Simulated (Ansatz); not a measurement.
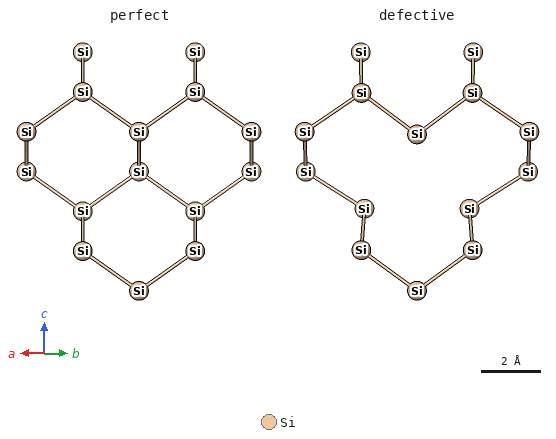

Left: perfect Si. Right: the same region with one point defect, after relaxing the atoms in a supercell of 54 sites. Style: ball-and-stick. Shown: the atoms within 5.4 Å of one point, in a slice 5.0 Å thick across the line of sight, along [110].

Theory: DFT, PBE, plane-wave PAW, default files, scalar-relativistic, frozen cores (Ansatz). Set-up: plane-wave cutoff 420 eV; k-point mesh 3 × 3 × 3; occupations fermi dirac; smearing width 0.01 eV; no spin polarisation. The axes drawn are those of the host's conventional cell.

What kind of defect was made?

A silicon atom is taken out (a vacancy).

The charge state of the cell is 0.

How does the lattice respond?

Around the empty Si site the host had 4 Si at 2.35 Å; after relaxation the nearest atoms are 4 Si at 2.19 to 2.20 Å. Of the host's atoms, a silicon atom moves furthest from its site, by 0.16 Å. Relaxing the atoms from the host's sites lowers the energy by 0.15 eV.
